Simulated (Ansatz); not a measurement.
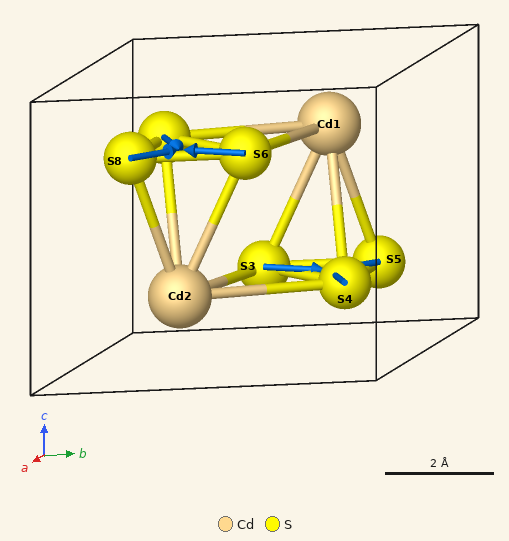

A relaxation of a crystal of CdS3 (a generated structure, set up in P6_3/mmc). The starting structure is drawn; blue arrows show the displacements (the part carried along by the change of the cell is left out), 10 times their true length.

Style: ball-and-stick. Shown: the cell of the calculation, slightly off an axis.

Computed with Ansatz 0.2.0, DFT PBE, scalar-relativistic, plane waves, PAW.

Input
```yaml
crystal:
  lattice:
    - [6.5856395179, 0.0, 0.0]
    - [-3.292819759, 5.7033311227, 0.0]
    - [0.0, 0.0, 5.5393632132]
  atoms:
    - { symbol: Cd, position: [0.3333333333, 0.6666666667, 0.75] }
    - { symbol: Cd, position: [0.6666666667, 0.3333333333, 0.25] }
    - { symbol: S, position: [0.2225630795, 0.4451261591, 0.25] }
    - { symbol: S, position: [0.5548738409, 0.7774369205, 0.25] }
    - { symbol: S, position: [0.2225630795, 0.7774369205, 0.25] }
    - { symbol: S, position: [0.7774369205, 0.5548738409, 0.75] }
    - { symbol: S, position: [0.4451261591, 0.2225630795, 0.75] }
    - { symbol: S, position: [0.7774369205, 0.2225630795, 0.75] }
basis:
  ecutwfc: 420
kpoints:
  mp_grid: { grid: [6, 6, 8] }
hamiltonian:
  xc: pbe
scf:
  occupations: { method: gaussian, width: 0.1 }
output:
  forces: true
  stress: true
  eigenvalues: true
  write_density: true
  write_potential: true
  elf: true
  volumetric_format: npy
relax:
  adjacent_minimum: "off"
  f_tol: 0.01
  max_steps: 80
  cell: { stress_tol: 0.05 }
```

Run as
```bash
ansatz run input.yaml --threads 1 --pin off --max-ram 2560MiB --backend cpu --events-out ev --progress --plain --runs-dir out
```

Atoms of which element are displaced furthest, and by how much?

Sulfur: up to 0.12 Å, against 0.00 Å for cadmium.

What did the optimiser do to the structure, and how much energy did it gain?

The energy falls by 58.7 meV per atom in 11 accepted moves (14 points after the start). Largest force component: 0.08 eV/Å at the start, under 0.0001 eV/Å at the end. The pressure goes from 0.22 to 0.00 GPa. The line search rejected the trial step at point 4 of the run. The SCF was repeated twice at an unchanged geometry on a basis and grid sized afresh for the cell, which shifted the energy by 4.2 meV per atom at most. The largest moves relative to the cell, 0.12 Å, are those of S3, S4, S5, S6, S7 and S8. S7 goes along [2 1 0]. Cd stays in place. Cell: a = b 6.586 → 6.936 Å (+5.3 %), c 5.539 → 6.730 Å (+21.5 %). Volume +34.8 %. Some distances before and after: Cd1–S3 3.044 → 3.576 Å, Cd1–S6 3.354 → 3.557 Å, S3–S4 2.188 → 2.097 Å. The space group stays P6_3/mmc (No. 194). Cost: 11 min on 1 thread of Arm Neoverse N1, on a shared host, peak memory 0.67 GiB.
